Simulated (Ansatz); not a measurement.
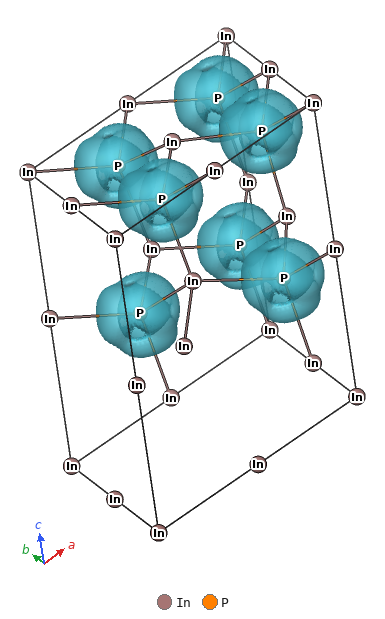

In$_{9}$P$_{7}$ (cell with a defect). Isosurface of the electron localisation function at 0.75 (cyan), seen slightly off an axis. Only the valence region is drawn (cores and ρ < 0.01 e/Å³ removed). Sticks mark near contacts.

Computed with Ansatz 0.2.0, DFT PBE, scalar-relativistic, plane waves, PAW.

In a PAW calculation such maps are meaningful between the atoms, not at the nuclei.

### Identify the bonds, lone pairs and shells in this picture.

The ELF exceeds this value in seven regions wrapped around P (the valence shell of each), counted in one cell of 16 atoms. Regions shared between cells count once. Along the contacts the grid gives the following. In–P (2.55 Å): the ELF peaks at about 0.90 in the valence shell of P, 0.9 Å from its nucleus, and is about 0.50 at the midpoint. In–In (2.71 Å): the ELF is about 0.40 at the midpoint.

### Metal or insulator at this level of theory?

It is gapless in this calculation (a metal or semimetal).
